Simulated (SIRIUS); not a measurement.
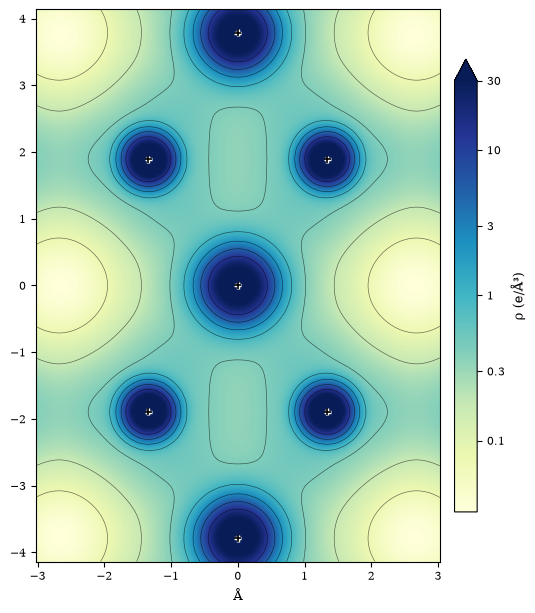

The total electron density on a plane through atoms (crosses mark nuclei in the plane).

These are results of SIRIUS, Kohn-Sham DFT of a periodic cell, PBE, all-electron FP-LAPW, not measurements.

Candidates:
A. PtS2, a = 3.54 Å, b = 3.54 Å, c = 5.04 Å, α = 90.00°, β = 90.00°, γ = 120.00°. Space group P-3m1; not relaxed (largest force 1.2 eV/Å).
B. WS2, a = 3.16 Å, b = 3.16 Å, c = 6.43 Å, α = 75.78°, β = 75.78°, γ = 60.00°. Space group P1; not relaxed (largest force 1.7 eV/Å).
C. CoSi2, a = 5.36 Å, b = 5.36 Å, c = 5.36 Å, α = 90.00°, β = 90.00°, γ = 90.00°. Space group Fm-3m; spin-polarised.

**Which candidate gave the map?**

Candidate C: CoSi2 on the (101) plane of the conventional cell, which holds Co and Si. Co–Si (2.32 Å): ρ is about 0.49 e/Å³ halfway.
